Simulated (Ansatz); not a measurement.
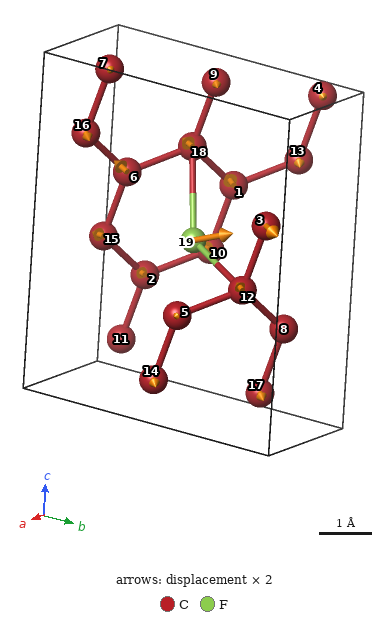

This is a relaxation of a defect cell of composition C₁₈F (coarse preliminary run). The starting structure is drawn; orange arrows show the displacements, magnified 2 times.

Style: ball-and-stick. Shown: the cell of the calculation (origin shifted), slightly off an axis.

Case: F interstitial, charge +0, atoms relaxed at the host's cell.

The calculation used Ansatz 0.2.0, DFT PBE+D3(BJ), scalar-relativistic, plane waves, PAW. (plane-wave cutoff 420 eV; k-point mesh 1 × 1 × 1; occupations gaussian; smearing width 0.01 eV; collinear spin; atoms relaxed in a fixed cell; force threshold 0.025 eV/Å; at most 45 steps)

Q: Atoms of which element are displaced furthest, and by how much?

A: Fluorine: up to 0.46 Å, against 0.28 Å for carbon.

Q: Describe the change and its energy.

A: Over 10 accepted moves (11 points after the start) the energy falls by 2.578 eV per cell of the calculation. Largest force component: 3.9 eV/Å at the start, 0.0086 eV/Å at the end. 1 step only repeated the SCF at the same geometry. The largest move is that of F19, 0.46 Å along [1 3 1]. By element the largest moves are F 0.46 Å, C 0.28 Å. The cell doesn't change. Some distances before and after: C12–F19 1.911 → 1.492 Å, C18–F19 1.999 → 2.255 Å, C1–C10 1.423 → 1.477 Å, C5–C10 1.423 → 1.373 Å. Bond angles that change, for instance: C12–C3–C13 120.0° → 114.3°, C3–C16–C6 120.0° → 123.4°, C3–C12–C5 120.0° → 117.2°. The program noted that the starting moments weren't kept. Cost: 6.2 s on 4 threads of Intel(R) Xeon(R) 6975P-C (Granite Rapids), on a shared host, peak memory 0.42 GiB.

Limits of the set-up: the periodic images lie only 5.1 Å apart, so the values are limited by the cell's size.
